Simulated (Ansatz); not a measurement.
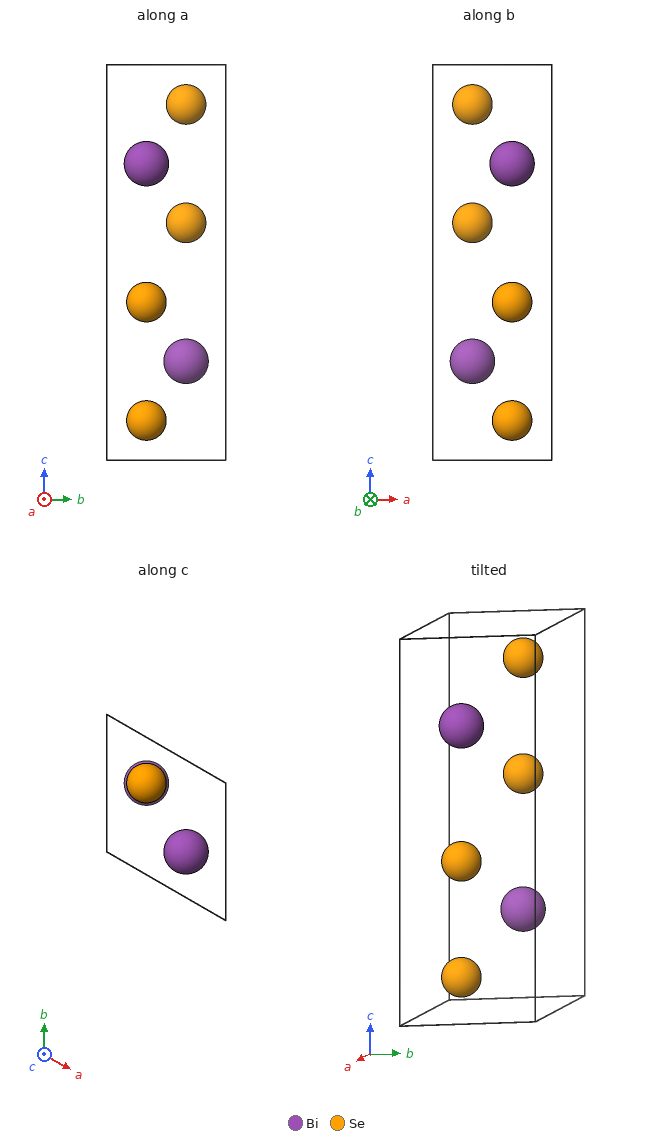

A spheres-only rendering, viewed along the a axis, along the b axis, along the c axis and slightly off an axis. One conventional unit cell is framed, with atoms on its boundary repeated.

Lattice parameters: a = 4.084 Å, b = 4.084 Å, c = 11.745 Å, α = 90.00°, β = 90.00°, γ = 120.00°. Put a along x and b in the xy plane.

Turn the picture into a POSCAR file, with free fractional coordinates to two decimals.

```
Bi Se
1.0
     4.084    0.000    0.000
    -2.042    3.536    0.000
     0.000    0.000   11.745
Bi Se
2 4
Direct
  0.3333 0.6667 0.25
  0.6667 0.3333 0.75
  0.3333 0.6667 0.60
  0.6667 0.3333 0.10
  0.3333 0.6667 0.90
  0.6667 0.3333 0.40
```

The cell started as a structure type filled with these elements by a generator (whether the compound takes this form wasn't checked). The structure drawn was relaxed with Ansatz 0.2.0, DFT r2SCAN, scalar-relativistic, plane waves, PAW.
